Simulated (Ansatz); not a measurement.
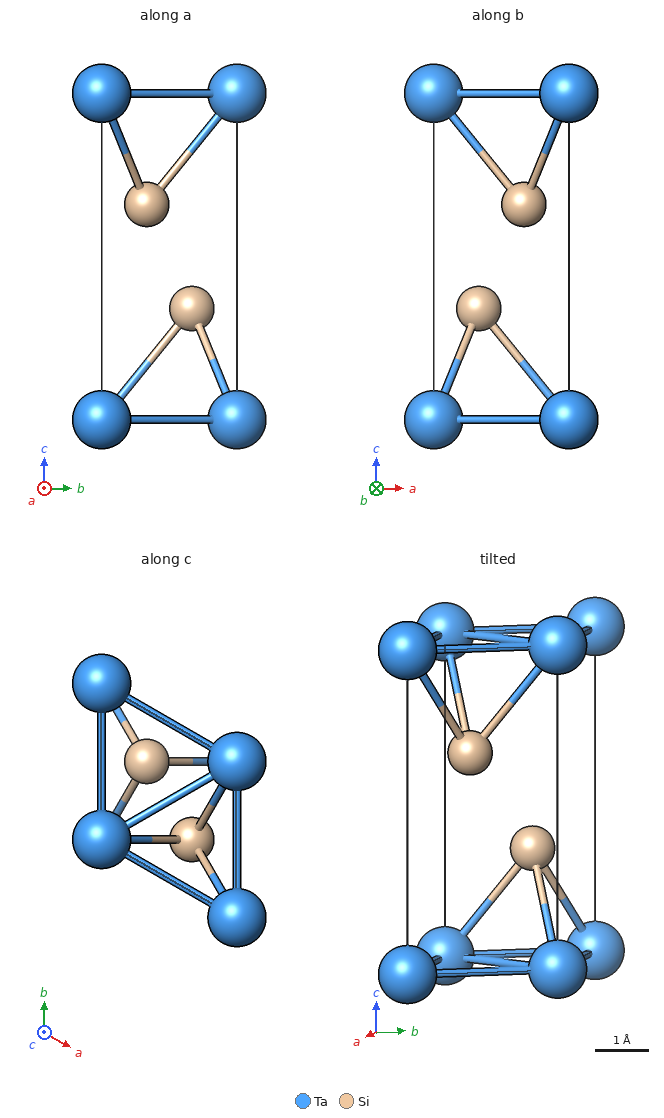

The image is a ball-and-stick drawing of a crystal, viewed along the a axis, along the b axis, along the c axis and slightly off an axis. Atoms at the boundary of the conventional unit cell (the box) are drawn once for each face, edge or corner they touch.

Lattice parameters: a = 2.951 Å, b = 2.951 Å, c = 6.168 Å, α = 90.00°, β = 90.00°, γ = 120.00°.

### Record the structure as a table of Wyckoff sites, with free fractional coordinates to two decimals.

Space group P-3m1 (No. 164).
| atom | site | x | y | z |
| --- | --- | --- | --- | --- |
| Ta | 1a | 0.00 | 0.00 | 0.00 |
| Si | 2d | 0.3333 | 0.6667 | 0.34 |

Provenance: a structure type filled with these elements by a generator (whether the compound takes this form wasn't checked). Earlier steps of the study, as a rule a relaxation of our own, may have changed the cell and positions, so they can lie some per cent off the listed ones. A calculation with Ansatz used it as input.
